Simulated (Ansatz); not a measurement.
Ti12H: geometry relaxation (part 2 of 2)

The same run, continued: Ti12H (defect cell, 13 atoms in the cell); DFT PBE-D3(BJ), scalar-relativistic, plane waves, PAW, no spin polarisation (Ansatz 0.2.0); cutoff 420 eV, 3×2×4 k-mesh, Gaussian smearing of 0.1 eV. It belongs to a series of runs on one base structure; here: end point B relaxed.

Geometry of the input (Å; fractional positions):
```
5.9000  0.0000  0.0000
-4.4250  7.6643  0.0000
0.0000  0.0000  4.6846
Ti 0.0000  0.0000  0.0000
Ti 0.1667  0.2222  0.5000
Ti -0.0000  0.3333  0.0000
Ti 0.1667  0.5556  0.5000
Ti -0.0000  0.6667  0.0000
Ti 0.1667  0.8889  0.5000
Ti 0.5000  0.0000  0.0000
Ti 0.6667  0.2222  0.5000
Ti 0.5000  0.3333  0.0000
Ti 0.6667  0.5556  0.5000
Ti 0.5000  0.6667  0.0000
Ti 0.6667  0.8889  0.5000
H  0.0026  0.0036  0.3834
```

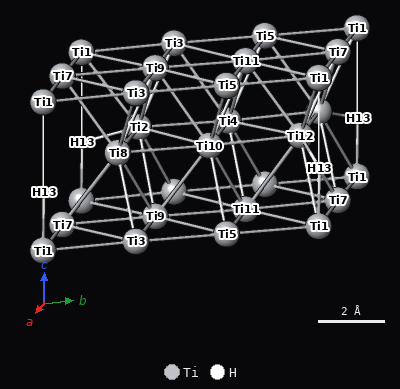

The geometry at step 3 of the log (ball-and-stick view of the cell of the calculation, seen slightly off an axis; atoms are numbered from 1 in the order of the input).

**Output, continued**
```
--- Forces (eV/Å), atoms counted from 1 ---
  atom   1  Ti     0.00228062    -0.00470259    -0.00602577
  atom   2  Ti     0.00625263     0.02742686     0.02642000
  atom   3  Ti    -0.00349252    -0.00231067    -0.00045389
  atom   4  Ti    -0.00230221    -0.00364948    -0.00120412
  atom   5  Ti     0.00084553     0.01159159    -0.00377071
  atom   6  Ti     0.00577132    -0.00163351    -0.00388245
  atom   7  Ti    -0.00787868    -0.00897435    -0.00038329
  atom   8  Ti     0.00226211    -0.00177022    -0.00553756
  atom   9  Ti     0.00373993     0.00031203     0.00254360
  atom  10  Ti     0.00338970    -0.00234087    -0.00566815
  atom  11  Ti    -0.00105479    -0.00490021    -0.01092541
  atom  12  Ti    -0.00975469    -0.00296803    -0.00241078
  atom  13  H     -0.00005866    -0.00608128     0.01128757
  max |Σ_I F_I| component: 1.09e-5 eV/Å
--- Band table (eV; the first three rows and the last of 14) ---
  k-point 0: bands = ["-43.6344", "-43.5685", "-43.5512", "-43.5334", "-43.5134", "-43.5062", "-43.4926", "-43.4879", "-43.4731", "-43.4656", "-43.4593", "-43.4284", "-20.2156", "-20.0727", "-20.0357", "-20.0186", "-20.0147", "-19.9975", "-19.9681", "-19.9538", "-19.9437", "-19.9418", "-19.9245", "-19.9090", "-19.8956", "-19.8885", "-19.8538", "-19.8350", "-19.7985", "-19.7663", "-19.7421", "-19.7339", "-19.7138", "-19.7014", "-19.6808", "-19.6739", "-19.6682", "-19.6314", "-19.6218", "-19.6163", "-19.6029", "-19.5971", "-19.5759", "-19.5588", "-19.5434", "-19.5220", "-19.4985", "-19.4974", "5.8941", "7.8794", "9.5889", "9.9442", "10.6240", "10.8645", "10.8750", "11.0554", "11.2446", "11.3983", "11.4861", "11.5054", "11.5459", "11.5823", "11.6116", "11.7293", "11.7977", "12.0738", "12.2589", "12.4465", "12.5343", "12.6359", "13.3420", "13.4276", "13.6065", "13.6762", "13.7739", "13.8152", "13.8409", "13.8983", "13.9072", "13.9387", "13.9497", "13.9629", "13.9850", "13.9874", "14.0869", "14.1154", "14.2906"]
  k-point 1: bands = ["-43.6182", "-43.5632", "-43.5427", "-43.5268", "-43.5156", "-43.5062", "-43.4975", "-43.4873", "-43.4823", "-43.4725", "-43.4681", "-43.4341", "-20.1438", "-20.1195", "-20.0832", "-20.0707", "-20.0584", "-20.0537", "-20.0264", "-19.9987", "-19.9819", "-19.9452", "-19.9160", "-19.8555", "-19.8512", "-19.8233", "-19.8105", "-19.7982", "-19.7582", "-19.7338", "-19.7170", "-19.7085", "-19.6934", "-19.6912", "-19.6785", "-19.6631", "-19.6414", "-19.6268", "-19.6194", "-19.6111", "-19.6021", "-19.5976", "-19.5925", "-19.5845", "-19.5748", "-19.5612", "-19.5118", "-19.5104", "6.2009", "8.2127", "9.8280", "10.0054", "10.3776", "10.6536", "10.8305", "10.9878", "11.1162", "11.2720", "11.3713", "11.4435", "11.5055", "11.9240", "11.9433", "11.9552", "12.0944", "12.1344", "12.3500", "12.4595", "12.6081", "12.6861", "13.1372", "13.3452", "13.3973", "13.5407", "13.6281", "13.6613", "13.6751", "13.7941", "13.8010", "13.8206", "14.0017", "14.0347", "14.1030", "14.1457", "14.1663", "14.1838", "14.1992"]
  k-point 2: bands = ["-43.5928", "-43.5617", "-43.5378", "-43.5254", "-43.5105", "-43.5059", "-43.4988", "-43.4939", "-43.4861", "-43.4835", "-43.4776", "-43.4408", "-20.1609", "-20.1170", "-20.0864", "-20.0697", "-20.0658", "-20.0613", "-20.0502", "-20.0369", "-20.0240", "-20.0177", "-19.9080", "-19.8556", "-19.8048", "-19.7744", "-19.7657", "-19.7571", "-19.7248", "-19.7038", "-19.6847", "-19.6828", "-19.6761", "-19.6662", "-19.6657", "-19.6571", "-19.6477", "-19.6396", "-19.6340", "-19.6290", "-19.6219", "-19.6196", "-19.6160", "-19.6086", "-19.5546", "-19.5525", "-19.5384", "-19.5359", "6.5770", "8.8673", "9.4608", "10.4544", "10.4863", "10.5019", "10.6292", "10.6792", "10.8858", "11.0316", "11.0391", "11.0755", "11.4401", "12.3498", "12.4493", "12.4721", "12.4862", "12.5375", "12.5590", "12.5958", "12.6087", "12.6201", "13.0540", "13.1885", "13.3058", "13.3251", "13.3357", "13.3728", "13.5667", "13.6562", "13.7768", "13.8177", "13.8281", "13.8868", "13.9051", "13.9486", "14.3569", "14.4501", "14.7226"]
  k-point 13: bands = ["-43.6019", "-43.5636", "-43.5526", "-43.5309", "-43.5127", "-43.5081", "-43.4991", "-43.4894", "-43.4798", "-43.4721", "-43.4688", "-43.4359", "-20.1109", "-20.0817", "-20.0635", "-20.0605", "-20.0458", "-20.0434", "-20.0010", "-19.9858", "-19.9828", "-19.8835", "-19.8706", "-19.8574", "-19.8355", "-19.8256", "-19.7852", "-19.7710", "-19.7679", "-19.7488", "-19.7381", "-19.7275", "-19.7146", "-19.6993", "-19.6909", "-19.6824", "-19.6705", "-19.6651", "-19.6396", "-19.6311", "-19.6202", "-19.6090", "-19.5966", "-19.5856", "-19.5807", "-19.5745", "-19.5549", "-19.5271", "6.4095", "8.5791", "9.4548", "9.8992", "10.7818", "10.8327", "10.8484", "11.1329", "11.4220", "11.4426", "11.4547", "11.4891", "11.6258", "11.9456", "11.9577", "12.0164", "12.0819", "12.3172", "12.4283", "12.4440", "12.5238", "12.5652", "12.6046", "13.1813", "13.3024", "13.3868", "13.3986", "13.4647", "13.5137", "13.6167", "13.6665", "13.7038", "13.7479", "13.8740", "13.9155", "14.1319", "14.1486", "14.1951", "14.2171"]
--- Relaxed structure (4 steps of the walk, 4 accepted, 0 SCFs on fresh bases) ---
  F+E_penalty+E_count = -30019.46058566 eV   max|allowed force component| = 2.743e-2 eV/Å
  atoms:
    - { symbol: Ti, position: [-0.0012189145430767515, -0.0010549536347269073, -0.005772533888205344] }
    - { symbol: Ti, position: [0.17540778244735925, 0.23179465388685921, 0.5108747929033884] }
    - { symbol: Ti, position: [-0.0008433787764182132, 0.3345999809210375, -0.001675163811370565] }
    - { symbol: Ti, position: [0.1644474169535784, 0.5544546771120523, 0.493997167132474] }
    - { symbol: Ti, position: [0.001557482829740664, 0.6658994318444158, -0.0060734276309211506] }
    - { symbol: Ti, position: [0.17026766871985793, 0.8848134968580317, 0.506806920994113] }
    - { symbol: Ti, position: [0.4986718143838524, -0.001468841658955802, -0.0010775555101569705] }
    - { symbol: Ti, position: [0.667253010188253, 0.22314603597293917, 0.502394696619196] }
    - { symbol: Ti, position: [0.5051568093086789, 0.3372296638281713, 0.0008830303964779123] }
    - { symbol: Ti, position: [0.6687181042566666, 0.5569895618453289, 0.49617003455590036] }
    - { symbol: Ti, position: [0.4950262894869524, 0.6637083590792117, -0.009558691625522758] }
    - { symbol: Ti, position: [0.656454327956336, 0.8844594351751459, 0.506300366817356] }
    - { symbol: H, position: [0.0016616167882197795, 0.002313908770490168, 0.39009208304727166] }
```

**Trajectory as extended XYZ (Å, eV, eV/Å), 4 frames, from step=1 to step=4**
```
13
Lattice="5.9000 0.0000 0.0000 -4.4250 7.6643 0.0000 0.0000 0.0000 4.6846" Properties=species:S:1:pos:R:3:forces:R:3 step=1 energy=-30019.36154
Ti    0.0000    0.0000    0.0000   -0.0084  -0.0200  -0.8160
Ti    0.0000    1.7032    2.3423    0.0062   0.7743   0.3926
Ti   -1.4750    2.5548    0.0000   -0.0131   0.0885  -0.0404
Ti   -1.4750    4.2580    2.3423    0.0186   0.0369  -0.0018
Ti   -2.9500    5.1095    0.0000    0.0926  -0.0295  -0.0638
Ti   -2.9500    6.8127    2.3423    0.4661  -0.3124   0.3254
Ti    2.9500    0.0000    0.0000    0.0099  -0.1376  -0.0607
Ti    2.9500    1.7032    2.3423   -0.0032   0.0977   0.0082
Ti    1.4750    2.5548    0.0000    0.0144   0.1381   0.0029
Ti    1.4750    4.2580    2.3423   -0.0213  -0.0642  -0.0199
Ti    0.0000    5.1095    0.0000   -0.0984  -0.0447  -0.1017
Ti    0.0000    6.8127    2.3423   -0.4676  -0.3037   0.3314
H    -0.0006    0.0272    1.7959    0.0042  -0.2234   0.0437
13
Lattice="5.9000 0.0000 0.0000 -4.4250 7.6643 0.0000 0.0000 0.0000 4.6846" Properties=species:S:1:pos:R:3:forces:R:3 step=2 energy=-30019.43879
Ti   -0.0004   -0.0047   -0.0719    0.0079  -0.0330   0.3779
Ti    0.0025    1.7672    2.3843    0.0210   0.0127  -0.0374
Ti   -1.4815    2.5826   -0.0024   -0.0127  -0.0713  -0.0310
Ti   -1.4737    4.2643    2.3293   -0.0411  -0.1104  -0.0354
Ti   -2.9274    5.0960   -0.0170   -0.1235   0.0042  -0.0170
Ti   -2.9046    6.7681    2.3818   -0.1306   0.1073  -0.1084
Ti    2.9520   -0.0340    0.0044   -0.0252   0.2133  -0.0353
Ti    2.9491    1.7325    2.3501   -0.0105  -0.1403   0.0643
Ti    1.4823    2.6036    0.0093    0.0089  -0.1411  -0.0629
Ti    1.4708    4.2541    2.3275    0.0373   0.1235   0.0562
Ti   -0.0266    5.0901   -0.0282    0.1323  -0.0007  -0.0424
Ti   -0.0442    6.7708    2.3803    0.1287   0.0952  -0.1073
H     0.0012    0.0129    1.8022    0.0074  -0.0595  -0.0211
13
Lattice="5.9000 0.0000 0.0000 -4.4250 7.6643 0.0000 0.0000 0.0000 4.6846" Properties=species:S:1:pos:R:3:forces:R:3 step=3 energy=-30019.45894
Ti   -0.0013   -0.0078   -0.0382   -0.0040  -0.0005   0.0585
Ti    0.0063    1.7699    2.3858    0.0051   0.0477   0.0327
Ti   -1.4829    2.5712   -0.0066   -0.0137  -0.0348  -0.0110
Ti   -1.4793    4.2525    2.3200   -0.0183  -0.0094  -0.0063
Ti   -2.9385    5.0984   -0.0229    0.0088   0.0322  -0.0149
Ti   -2.9113    6.7796    2.3753    0.0036   0.0029  -0.0153
Ti    2.9486   -0.0082   -0.0022    0.0040  -0.0224  -0.0130
Ti    2.9478    1.7127    2.3527    0.0086   0.0011   0.0099
Ti    1.4843    2.5833    0.0046    0.0110   0.0044  -0.0108
Ti    1.4772    4.2651    2.3275    0.0162   0.0071   0.0055
Ti   -0.0145    5.0898   -0.0366   -0.0099   0.0027  -0.0271
Ti   -0.0381    6.7797    2.3730   -0.0095   0.0033  -0.0129
H     0.0012    0.0175    1.8173   -0.0019  -0.0342   0.0047
13
Lattice="5.9000 0.0000 0.0000 -4.4250 7.6643 0.0000 0.0000 0.0000 4.6846" Properties=species:S:1:pos:R:3:forces:R:3 step=4 energy=-30019.46059
Ti   -0.0025   -0.0081   -0.0270    0.0023  -0.0047  -0.0060
Ti    0.0092    1.7766    2.3932    0.0063   0.0274   0.0264
Ti   -1.4856    2.5645   -0.0078   -0.0035  -0.0023  -0.0005
Ti   -1.4832    4.2495    2.3142   -0.0023  -0.0036  -0.0012
Ti   -2.9374    5.1037   -0.0285    0.0008   0.0116  -0.0038
Ti   -2.9107    6.7815    2.3742    0.0058  -0.0016  -0.0039
Ti    2.9487   -0.0113   -0.0050   -0.0079  -0.0090  -0.0004
Ti    2.9494    1.7103    2.3535    0.0023  -0.0018  -0.0055
Ti    1.4882    2.5846    0.0041    0.0037   0.0003   0.0025
Ti    1.4808    4.2689    2.3244    0.0034  -0.0023  -0.0057
Ti   -0.0163    5.0869   -0.0448   -0.0011  -0.0049  -0.0109
Ti   -0.0407    6.7788    2.3718   -0.0098  -0.0030  -0.0024
H    -0.0004    0.0177    1.8274   -0.0001  -0.0061   0.0113
```

**Summary**

- outcome: converged
- electrons treated: 145
- free energy: −30019.4606 eV
- Fermi energy: 13.252 eV
- final volume: 211.84 Å³
- largest force (length of the vector) at the end: 0.039 eV/Å
- wall time: 17 s (CPU time 64 s)
- peak memory: 0.83 GiB
